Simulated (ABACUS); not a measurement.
# Band-structure run of Pd (part 2 of 2)

The same run, continued: Pd (Fm-3m, 1 atom in the cell); Kohn-Sham DFT of a periodic cell, TASK, SG15 ONCV 1.2 PBE, no spin polarisation (ABACUS 3.10.1); cutoff 1292.54 eV, 8×8×8 k-mesh, fermi-dirac of 0.05 eV. The structure derives from an entry of the Crystallography Open Database.

Geometry of the input (Å; fractional positions):
```
0.0000  1.9465  1.9465
1.9465  0.0000  1.9465
1.9465  1.9465  0.0000
Pd 0.0000  0.0000  0.0000
```

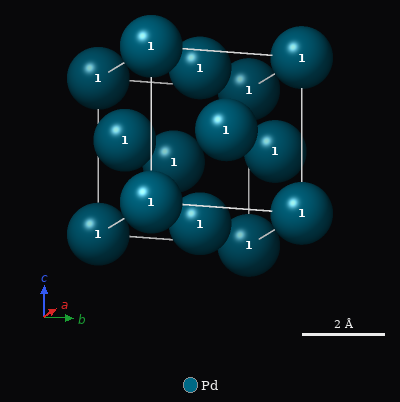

Figure 1. The input geometry (spheres-only view of the cell 4 times as large as that of the calculation, set on its symmetry axes, seen at an oblique angle; atoms are numbered from 1 in the order of the input).

**What the program printed, continued**
```
 PW ALGORITHM --------------- ION=   1  ELEC=   3--------------------------------

 Density error is 0.00122730598613
                          Error Threshold = 0.000198547169985
----------------------------------------------------------
     Energy           Rydberg                 eV
----------------------------------------------------------
 E_KohnSham     -251.1934135990      -3417.6617250174
 E_Harris       -250.6224606402      -3409.8935114873
 E_Fermi        1.7552653025         23.8816096156
----------------------------------------------------------

 PW ALGORITHM --------------- ION=   1  ELEC=   4--------------------------------

 Density error is 0.000393716843234
                          Error Threshold = 6.81836658963e-06
----------------------------------------------------------
     Energy           Rydberg                 eV
----------------------------------------------------------
 E_KohnSham     -251.1806081680      -3417.4874981895
 E_Harris       -251.4310201365      -3420.8945278086
 E_Fermi        1.7540270944         23.8647629300
----------------------------------------------------------

 PW ALGORITHM --------------- ION=   1  ELEC=   5--------------------------------

 Density error is 5.40857122611e-06
                          Error Threshold = 2.18731579574e-06
----------------------------------------------------------
     Energy           Rydberg                 eV
----------------------------------------------------------
 E_KohnSham     -251.1845753535      -3417.5414745174
 E_Harris       -251.1532648425      -3417.1154731612
 E_Fermi        1.7487358094         23.7927713050
----------------------------------------------------------

 PW ALGORITHM --------------- ION=   1  ELEC=   6--------------------------------

 Density error is 2.11926484517e-06
                          Error Threshold = 3.00476179228e-08
----------------------------------------------------------
     Energy           Rydberg                 eV
----------------------------------------------------------
 E_KohnSham     -251.1842413724      -3417.5369304721
 E_Harris       -251.1677943768      -3417.3131576169
 E_Fermi        1.7485310375         23.7899852392
----------------------------------------------------------

 PW ALGORITHM --------------- ION=   1  ELEC=   7--------------------------------

 Density error is 4.77623139527e-08
                          Error Threshold = 1.17736935843e-08
----------------------------------------------------------
     Energy           Rydberg                 eV
----------------------------------------------------------
 E_KohnSham     -251.1843038814      -3417.5377809506
 E_Harris       -251.1816981663      -3417.5023283773
 E_Fermi        1.7489079218         23.7951130131
----------------------------------------------------------

 PW ALGORITHM --------------- ION=   1  ELEC=   8--------------------------------

 Density error is 1.7363757837e-09
                          Error Threshold = 2.65346188626e-10
----------------------------------------------------------
     Energy           Rydberg                 eV
----------------------------------------------------------
 E_KohnSham     -251.1842669781      -3417.5372788551
 E_KS(sigma->0) -251.1836468709      -3417.5288418638
 E_Harris       -251.1846773352      -3417.5428620505
 E_band         -8.8041722746        -119.7869091076
 E_one_elec     -74.7487041565       -1017.0082946441
 E_Hartree      48.0152664003        653.2812140319
 E_xc           -22.5255545787       -306.4758928809
 E_Ewald        -201.9240344288      -2747.3174313795
 E_entropy(-TS) -0.0012402144        -0.0168739826
 E_descf        0.0000000000         0.0000000000
 E_exx          0.0000000000         0.0000000000
 E_Fermi        1.7489692049         23.7959468127
----------------------------------------------------------

 charge density convergence is achieved
 final etot is -3417.5372789 eV
 EFERMI = 23.795946813 eV

 STATE ENERGY(eV) AND OCCUPATIONS    NSPIN == 1
 1/8 kpoint (Cartesian) = 0.0000 0.0000 0.0000 (1471 pws)
       1       -68.7801     0.00390625
       2       -31.0073     0.00390625
       3       -31.0073     0.00390625
       4       -31.0073     0.00390625
       5        14.6961     0.00390625
       6        20.3162     0.00390625
       7        20.3162     0.00390625
       8        20.3162     0.00390625
       9        22.1812     0.00390625
      10        22.1812     0.00390625
      11        44.3044        0.00000
      12        49.9258        0.00000
      13        49.9258        0.00000
      14        49.9258        0.00000
      15        56.0990        0.00000
      16        60.4616        0.00000
      17        60.4616        0.00000
      18        60.4616        0.00000
      19        65.7575        0.00000

 2/8 kpoint (Cartesian) = 0.032109 0.032109 0.032109 (1528 pws)
       1       -68.7675      0.0312500
       2       -31.1001      0.0312500
       3       -31.0199      0.0312500
       4       -31.0199      0.0312500
       5        15.3808      0.0312500
       6        20.1076      0.0312500
       7        20.5225      0.0312500
       8        20.5225      0.0312500
       9        22.0986      0.0312500
      10        22.0986      0.0312500
      11        44.8291        0.00000
      12        46.6340        0.00000
      13        50.6759        0.00000
      14        50.6759        0.00000
      15        56.2894        0.00000
      16        58.7043        0.00000
      17        58.7043        0.00000
      18        61.1395        0.00000
      19        65.2065        0.00000

 3/8 kpoint (Cartesian) = 0.064218 0.064218 0.064218 (1546 pws)
       1       -68.7368      0.0312500
       2       -31.3213      0.0312500
       3       -31.0503      0.0312500
       4       -31.0503      0.0312500
       5        16.8558      0.0312500
       6        20.2288      0.0312500
       7        20.6361      0.0312500
       8        20.6361      0.0312500
       9        22.3830      0.0312500
      10        22.3830      0.0312500
      11        40.9014        0.00000
      12        45.5485        0.00000
      13        51.9753        0.00000
      14        51.9753        0.00000
      15        54.6032        0.00000
      16        55.4447        0.00000
      17        55.4447        0.00000
      18        65.5505        0.00000
      19        65.5505        0.00000

 4/8 kpoint (Cartesian) = 0.096327 0.096327 0.096327 (1555 pws)
       1       -68.7060      0.0312500
       2       -31.5386      0.0312500
       3       -31.0806      0.0312500
       4       -31.0806      0.0312500
       5        17.2941      0.0312500
       6        20.3444      0.0312500
       7        20.3444      0.0312500
       8        22.5982      0.0312500
       9        23.2334      0.0312496
      10        23.2334      0.0312496
      11        35.3380        0.00000
      12        44.1701        0.00000
      13        50.2848        0.00000
      14        50.2848        0.00000
      15        55.8188        0.00000
      16        55.8188        0.00000
      17        57.5230        0.00000
      18        66.9127        0.00000
      19        66.9127        0.00000

 5/8 kpoint (Cartesian) = 0.12844 0.12844 0.12844 (1538 pws)
       1       -68.6932      0.0156250
       2       -31.6275      0.0156250
       3       -31.0931      0.0156250
       4       -31.0931      0.0156250
       5        17.2164      0.0156250
       6        20.1874      0.0156250
       7        20.1874      0.0156250
       8        23.6787      0.0142594
       9        23.6787      0.0142594
      10        25.0215    3.53965e-13
      11        31.9537    2.17214e-73
      12        43.4916        0.00000
      13        49.0847        0.00000
      14        49.0847        0.00000
      15        56.5691        0.00000
      16        56.5691        0.00000
      17        60.0627        0.00000
      18        67.9863        0.00000
      19        67.9863        0.00000

 6/8 kpoint (Cartesian) = 0.0000 0.0000 0.064218 (1531 pws)
       1       -68.7633      0.0234375
       2       -31.0972      0.0234375
       3       -31.0409      0.0234375
       4       -31.0409      0.0234375
       5        15.6096      0.0234375
       6        19.8368      0.0234375
       7        20.7282      0.0234375
       8        20.7282      0.0234375
       9        21.7000      0.0234375
      10        22.3742      0.0234375
      11        45.2650        0.00000
      12        47.7066        0.00000
      13        49.1244        0.00000
      14        49.1244        0.00000
      15        58.0449        0.00000
      16        58.0449        0.00000
      17        59.0591        0.00000
      18        61.2451        0.00000
      19        61.3325        0.00000

[... levels at 2 further k points ...]

------------------------------------------------------------------------------------------
 TOTAL-FORCE (eV/Angstrom)
------------------------------------------------------------------------------------------
                       Pd1         0.0000000000         0.0000000000         0.0000000000
------------------------------------------------------------------------------------------

----------------------------------------------------------------
 TOTAL-STRESS (KBAR)
----------------------------------------------------------------
      5051.0960507181         0.0000000000        -0.0000000000
         0.0000000000      5051.0960507181        -0.0000000000
         0.0000000000        -0.0000000000      5051.0960507181
----------------------------------------------------------------
 TOTAL-PRESSURE: 5051.096051 KBAR

 --------------------------------------------
 !FINAL_ETOT_IS -3417.5372788551317171 eV
 --------------------------------------------
```

**Standard output**
```
ABACUS v3.10.1,Local thread limit: 96

               Atomic-orbital Based Ab-initio Computation at UStc

 dft_functional readin is: MGGA_X_TASK+LDA_C_PW
 dft_functional in pseudopot file is: PBE
 Please make sure this is what you need

%%%%%%%%%%%%%%%%%%%%%%%%%%%%%%%%%%%%%%%%%%%%%%%%%%%%%%%%%%%%%%%%%%%%%%%%%%%%%%%%%%%%%%%%%%%%%%%%%%%%%%%%%
 Warning: the number of valence electrons in pseudopotential > 10 for Pd: [Kr] 4d10
 Pseudopotentials with additional electrons can yield (more) accurate outcomes, but may be less efficient.
 If you're confident that your chosen pseudopotential is appropriate, you can safely ignore this warning.
%%%%%%%%%%%%%%%%%%%%%%%%%%%%%%%%%%%%%%%%%%%%%%%%%%%%%%%%%%%%%%%%%%%%%%%%%%%%%%%%%%%%%%%%%%%%%%%%%%%%%%%%%

 UNIFORM GRID DIM        : 36 * 36 * 36
 UNIFORM GRID DIM(BIG)   : 36 * 36 * 36
func,idMGGA_X_TASK 707
func,idLDA_C_PW 12
 ---------------------------------------------------------
 Self-consistent calculations for electrons
 ---------------------------------------------------------
 SPIN    KPOINTS         PROCESSORS  THREADS
 1       29              4           4
 ---------------------------------------------------------
 Use plane wave basis
 ---------------------------------------------------------
 ELEMENT NATOM       XC
 Pd      1
 ---------------------------------------------------------
 Initial plane wave basis and FFT box
 ---------------------------------------------------------
 -------------------------------------------
 SELF-CONSISTENT :
 -------------------------------------------
 START CHARGE      : atomic
 ITER       ETOT/eV          EDIFF/eV         DRHO         DKIN     TIME/s
 DA1     -3.41196422e+03   0.00000000e+00   7.2492e-02   5.4028e-01   4.96
 DA2     -3.41535844e+03  -3.39422401e+00   3.5738e-02   2.7127e-01   3.38
 DA3     -3.41766173e+03  -2.30328366e+00   1.2273e-03   1.7907e-02   2.64
 DA4     -3.41748750e+03   1.74226828e-01   3.9372e-04   1.3115e-02   3.56
 DA5     -3.41754147e+03  -5.39763279e-02   5.4086e-06   2.4788e-03   2.64
 DA6     -3.41753693e+03   4.54404535e-03   2.1193e-06   7.8141e-04   3.49
 DA7     -3.41753778e+03  -8.50478494e-04   4.7762e-08   1.0304e-04   1.61
 DA8     -3.41753728e+03   5.02095456e-04   1.7364e-09   3.6524e-05   2.40
----------------------------------------------------------------
 TOTAL-STRESS (KBAR)
----------------------------------------------------------------
      5051.0960507181         0.0000000000        -0.0000000000
         0.0000000000      5051.0960507181        -0.0000000000
         0.0000000000        -0.0000000000      5051.0960507181
----------------------------------------------------------------
 TOTAL-PRESSURE: 5051.096051 KBAR
```
